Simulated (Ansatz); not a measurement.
**What a change does: single-point calculation on CuO**

System: CuO (C2/c, 4 atoms in the cell).
Method of run A: Kohn-Sham DFT of a periodic cell, PBE with D3(BJ), Ansatz PAW, no spin polarisation (Ansatz 0.2.0).

The structure derives from an entry of the Crystallography Open Database. Text and figures count atoms from 1; the logs count them from 0 in places.

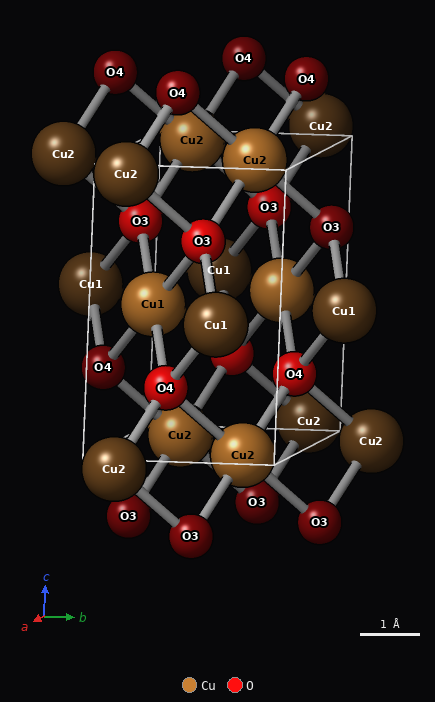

The structure (ball-and-stick view of the cell 2 times as large as that of the calculation, set on its symmetry axes, seen slightly off an axis; neighbours outside the cell are drawn fainter; atoms are numbered from 1 in the order of the input).

### Input file, run A
```yaml
crystal:
  lattice:
    - [2.2940437287, -1.6763657078, 0.0]
    - [2.2940437287, 1.6763657078, 0.0]
    - [-0.8326750593, 0.0, 4.9546185987]
  atoms:
    - { symbol: Cu, position: [0.5, 0.0, 0.5] }
    - { symbol: Cu, position: [0.0, 0.5, 0.0] }
    - { symbol: O, position: [0.4184, 0.5816, 0.75] }
    - { symbol: O, position: [0.5816, 0.4184, 0.25] }
hamiltonian:
  xc: pbe
  pseudopotentials: { kind: paw }
  dispersion: d3bj
kpoints:
  mp_grid: { grid: [10, 10, 5] }
scf:
  occupations: { method: fermi_dirac, width: 0.05 }
output:
  forces: true
  stress: true
  eigenvalues: true
```

Command:
```bash
ansatz run input.yaml --threads 2 --pin off --max-ram 5120MiB --backend cpu --events-out ev --progress --plain --runs-dir out
```

Hardware: 2 threads of Arm Neoverse V2, 24 GiB of memory available, shared host.

### Output, shortened to warnings, some set-up lines, iterations and results (run A)
```
Basis set: ecut = 420 eV, 759 PW (Γ), exchange–correlation on 40×40×72 points (8 copies of the dense FFT grid, shifted against one another)
Symmetry: 4 space group operations
k-points: 141 of 500
Initial density: superposition of atomic densities (neutral atoms: chi_scale 0, normalization atom), corrected by the library's trained network
[...]
SCF iter   1: F=—  HF=-14383.381545 eV  |F-HF|=—  |Δ(HF+E_count)|=         —  Δρ=5.23e-3  dr2=2.60e-3  ethr=1.77e-3  ⟨swp⟩=5.8  Hψ=14624  notcnv=0
SCF iter   2: F=—  HF=-14383.381022 eV  |F-HF|=—  |Δ(HF+E_count)|=   5.23e-4  Δρ=2.59e-3  dr2=7.79e-4  ethr=5.19e-6  ⟨swp⟩=2.0  Hψ=7721  notcnv=0
SCF iter   3: F=—  HF=-14383.380806 eV  |F-HF|=—  |Δ(HF+E_count)|=   2.16e-4  Δρ=4.27e-4  dr2=5.24e-5  ethr=1.56e-6  ⟨swp⟩=2.1  Hψ=6617  notcnv=0
SCF iter   4: F=—  HF=-14383.380810 eV  |F-HF|=—  |Δ(HF+E_count)|=   3.95e-6  Δρ=1.33e-4  dr2=5.39e-6  ethr=1.05e-7  ⟨swp⟩=2.5  Hψ=6651  notcnv=0
SCF iter   5: F=—  HF=-14383.380811 eV  |F-HF|=—  |Δ(HF+E_count)|=   6.26e-7  Δρ=6.70e-5  dr2=1.07e-6  ethr=1.08e-8  ⟨swp⟩=2.0  Hψ=6282  notcnv=0
SCF iter   6: F=—  HF=-14383.380811 eV  |F-HF|=—  |Δ(HF+E_count)|=   9.49e-8  Δρ=3.53e-5  dr2=2.53e-7  ethr=2.14e-9  ⟨swp⟩=2.0  Hψ=7491  notcnv=0
SCF iter   7: F=-14383.380811 eV  HF=-14383.380811 eV  |F-HF|=3.90e-9  |Δ(HF+E_count)|=   4.70e-8  Δρ=8.23e-6  dr2=1.94e-8  ethr=2.00e-10  ⟨swp⟩=4.7  Hψ=16529  notcnv=0
SCF 1 converged in 7 iterations: F = -14383.380811 eV  dr2 = 1.94e-8
SCF converged after 7 iterations
Free energy (F): -14383.380811 eV
Harris-Foulkes:  -14383.380811 eV  (|F-HF|=3.90e-9)
Internal energy: -14383.362378 eV  (E = F + TS)
E sigma→0 (E₀):  -14383.371595 eV
Entropy (-TS):   -0.018432 eV (-4.608 meV/atom)
Fermi energy:    13.549368 eV
--- Per-component energies (eV) ---
  E_band       = -804.187953
  E_kinetic    = 947.252298
  E_local      = -9433.523837  (includes V_loc(G=0)·N_el)
  E_nonlocal   = 878.900860
  E_hartree    = 4094.998891
  E_xc         = -325.511427
  E_vxc        = -418.037011  (∫ρ·V_xc dr)
  E_paw        = -3638.988860  (= ΣΔE_a)
  E_vpaw       = -968.786048  (= ΣTr[D̂ρ^β])
  E_aug_tail   = 0.005371  (compensation charges beyond the density's cutoff)
  E_ewald      = -6905.291809
  E_disp       = -1.203866  (pairwise vdW)
  E_smearing   = -0.018432  (= −TS)
  E_closure    = -0.000000  (closes the sum)
  Σ components = -14383.380811   (vs F -14383.380811, Δ=0.00e0)
--- Forces (eV/Å), atoms counted from 1 ---
  atom   1  Cu    -0.00000000    -0.00000000     0.00000000
  atom   2  Cu    -0.00000000     0.00000000    -0.00000000
  atom   3  O      0.00000000    -0.05076860     0.00000000
  atom   4  O      0.00000000     0.05076860     0.00000000
  max |Σ_I F_I| component: 2.52e-29 eV/Å
--- Stress (GPa, compression-positive) ---
       14.211283       0.000000      -2.896397
        0.000000      12.341795       0.000000
       -2.896399       0.000000      15.277661
  P = ⅓ Tr σ = 13.9436 GPa (139.436 kbar)
```

For run B the input was changed thus:
```diff
-  xc: pbe
+  xc: { exchange: rpw86, correlation: pbe }
-  dispersion: d3bj
+  dispersion: rvv10
```

What does this change do to the results?

The total energies belong to different models, so their difference says nothing on which is more stable or more accurate. The pressure goes from 13.94 to 22.14 GPa. The largest force goes from 0.051 to 0.003 eV/Å. The functional changes from PBE to one typed by its parts (see the changed lines). The number of SCF iterations is the same.

### Output, shortened to warnings, some set-up lines, iterations and results (run B)
```
Basis set: ecut = 420 eV, 759 PW (Γ), exchange–correlation on 48×48×80 points (8 copies of the dense FFT grid, shifted against one another)
Symmetry: 4 space group operations
k-points: 141 of 500
Initial density: superposition of atomic densities (neutral atoms: chi_scale 0, normalization atom), corrected by the library's trained network
[...]
SCF iter   1: F=—  HF=-14443.873259 eV  |F-HF|=—  |Δ(HF+E_count)|=         —  Δρ=2.47e-2  dr2=1.49e-1  ethr=1.77e-3  ⟨swp⟩=5.8  Hψ=14665  notcnv=0
SCF iter   2: F=—  HF=-14443.846097 eV  |F-HF|=—  |Δ(HF+E_count)|=   2.72e-2  Δρ=7.55e-3  dr2=1.51e-2  ethr=2.97e-4  ⟨swp⟩=2.8  Hψ=7665  notcnv=0
SCF iter   3: F=—  HF=-14443.842921 eV  |F-HF|=—  |Δ(HF+E_count)|=   3.18e-3  Δρ=3.06e-3  dr2=2.77e-3  ethr=3.01e-5  ⟨swp⟩=2.1  Hψ=6767  notcnv=0
SCF iter   4: F=—  HF=-14443.842470 eV  |F-HF|=—  |Δ(HF+E_count)|=   4.52e-4  Δρ=6.60e-4  dr2=9.59e-5  ethr=5.54e-6  ⟨swp⟩=2.4  Hψ=6316  notcnv=0
SCF iter   5: F=—  HF=-14443.842483 eV  |F-HF|=—  |Δ(HF+E_count)|=   1.33e-5  Δρ=1.35e-4  dr2=4.45e-6  ethr=1.92e-7  ⟨swp⟩=2.0  Hψ=6343  notcnv=0
SCF iter   6: F=—  HF=-14443.842483 eV  |F-HF|=—  |Δ(HF+E_count)|=   4.87e-7  Δρ=3.40e-5  dr2=3.83e-7  ethr=8.90e-9  ⟨swp⟩=2.5  Hψ=7283  notcnv=0
SCF iter   7: F=-14443.842483 eV  HF=-14443.842483 eV  |F-HF|=1.87e-8  |Δ(HF+E_count)|=   1.47e-7  Δρ=1.29e-5  dr2=5.68e-8  ethr=2.00e-10  ⟨swp⟩=4.2  Hψ=15848  notcnv=0
SCF 1 converged in 7 iterations: F = -14443.842483 eV  dr2 = 5.68e-8
SCF converged after 7 iterations
Free energy (F): -14443.842483 eV
Harris-Foulkes:  -14443.842483 eV  (|F-HF|=1.87e-8)
Internal energy: -14443.824134 eV  (E = F + TS)
E sigma→0 (E₀):  -14443.833308 eV
Entropy (-TS):   -0.018349 eV (-4.587 meV/atom)
Fermi energy:    13.588690 eV
--- Per-component energies (eV) ---
  E_band       = -805.757787
  E_kinetic    = 948.849354
  E_local      = -9416.119722  (includes V_loc(G=0)·N_el)
  E_nonlocal   = 865.219586
  E_hartree    = 4092.100019
  E_xc         = -322.837754
  E_vxc        = -416.981209  (∫ρ·V_xc dr)
  E_paw        = -3705.369680  (= ΣΔE_a)
  E_vpaw       = -970.927572  (= ΣTr[D̂ρ^β])
  E_aug_tail   = 0.004255  (compensation charges beyond the density's cutoff)
  E_ewald      = -6905.291809
  E_core_change = -0.378382  (= ΣΔE_core)
  E_smearing   = -0.018349  (= −TS)
  E_closure    = -0.000000  (closes the sum)
  Σ components = -14443.842483   (vs F -14443.842483, Δ=0.00e0)
--- Forces (eV/Å), atoms counted from 1 ---
  atom   1  Cu    -0.00000000     0.00000000     0.00000000
  atom   2  Cu    -0.00000000     0.00000000     0.00000000
  atom   3  O      0.00000000     0.00271526     0.00000000
  atom   4  O      0.00000000    -0.00271526     0.00000000
  max |Σ_I F_I| component: 4.34e-19 eV/Å
--- Stress (GPa, compression-positive) ---
       22.470198       0.000000      -3.368361
        0.000000      19.682752       0.000000
       -3.368355       0.000000      24.280141
  P = ⅓ Tr σ = 22.1444 GPa (221.444 kbar)
```

### The two runs side by side

```tsv
quantity	run A	run B
outcome	converged	converged
free energy per atom (eV)	−3595.8452	−3610.9606
energy per atom, smearing taken to zero (eV)	−3595.8429	−3610.9583
gap on the mesh (eV)	0.00	0.00
pressure (GPa)	13.94	22.14
largest force (eV/Å)	0.051	0.003
SCF iterations	7	7
irreducible k-points	141	141
plane waves at Γ	759	759
wall time (shared host)	3.2 s	3.6 s
```

For both runs: The run has no spin polarisation, so a magnetic state may lie lower. For run A: The cell is under a pressure of 13.9 GPa at this level, so it is not at its equilibrium volume. For run B: Points of doubt noted for this run: forces on files of another functional. The cell is under a pressure of 22 GPa at this level, so it is not at its equilibrium volume.
